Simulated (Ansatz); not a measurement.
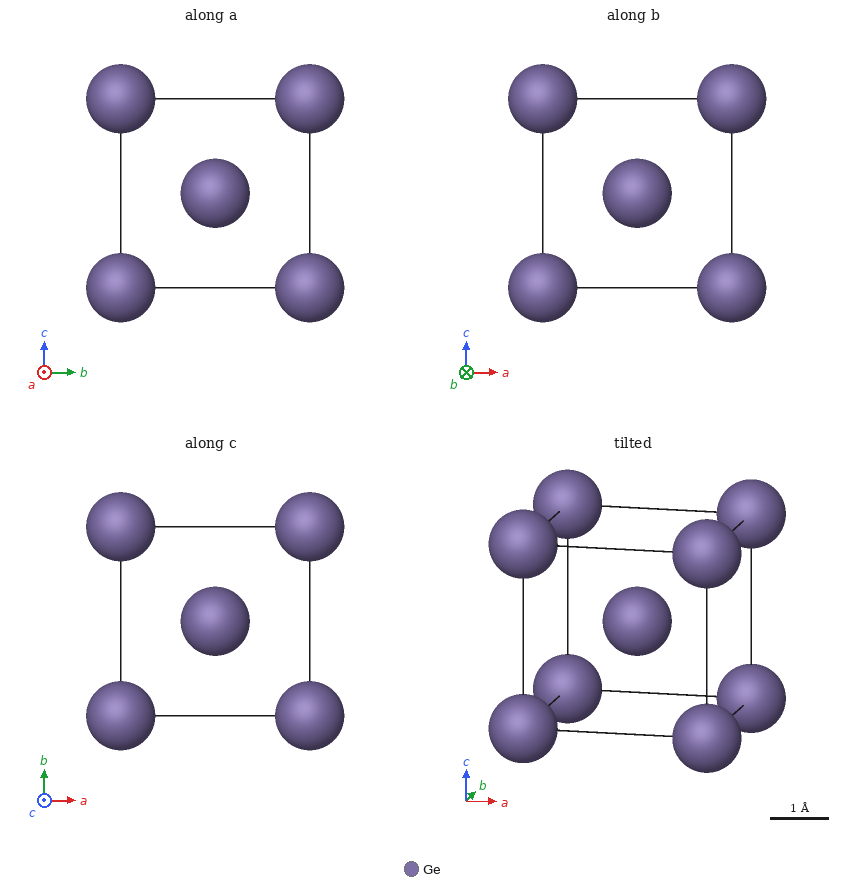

Shown here is a spheres-only view of the crystal, taken along the a axis, along the b axis, along the c axis and slightly off an axis. Atoms at the boundary of the conventional unit cell (the box) are drawn once for each face, edge or corner they touch.

Lattice parameters: a = 3.2967 Å, b = 3.2967 Å, c = 3.2967 Å, α = 90.000°, β = 90.000°, γ = 90.000°.

### Give the atomic positions as a CIF with its space group and independent sites.

```cif
data_structure
_symmetry_space_group_name_H-M 'I m -3 m'
_symmetry_Int_Tables_number 229
_cell_length_a 3.2967
_cell_length_b 3.2967
_cell_length_c 3.2967
_cell_angle_alpha 90.000
_cell_angle_beta 90.000
_cell_angle_gamma 90.000
_cell_volume 35.83
loop_
_atom_site_label
_atom_site_type_symbol
_atom_site_symmetry_multiplicity
_atom_site_Wyckoff_symbol
_atom_site_fract_x
_atom_site_fract_y
_atom_site_fract_z
_atom_site_occupancy
Ge1 Ge 2 a 0.0000 0.0000 0.0000 1
```

The structure was taken from a structure type filled with this element by a generator (whether the element takes this form wasn't checked). Earlier steps of the study may have refined or changed the cell and positions. A calculation with Ansatz used it as input.
